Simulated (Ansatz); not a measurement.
```
Zn O
1.0
     2.84849    0.00000    0.00000
     0.00000    2.84849    0.00000
     0.00000    0.00000    4.75141
Zn O
1 1
Direct
  0.00000 0.00000 0.50000
  0.50000 0.50000 0.50000
```

Space group P4/mmm; a structure generated by program, which may or may not match a known phase.

Method: DFT PBE, scalar-relativistic, plane waves, PAW (Ansatz).

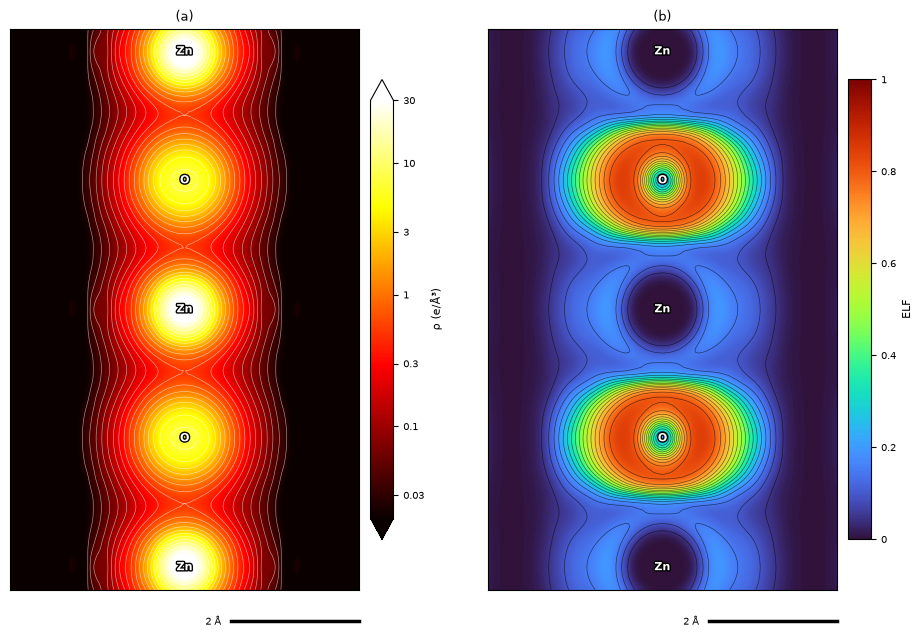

ZnO. (a) valence electron density; (b) ELF on the (11̄0) plane of the conventional cell.

Core electrons are frozen (PAW), and the valence fields are smoothed inside the atomic spheres.

Interpret the plot.

Answer. Atoms in the plane: Zn and O. Zn–O (2.01 Å): ρ at the midpoint is about 0.54 e/Å³; the ELF peaks at about 0.80 in the valence shell of O, 0.6 Å from its nucleus, and is about 0.20 at the midpoint: no shared electron pair shows on this line. The density dies away to nearly zero in the voids.
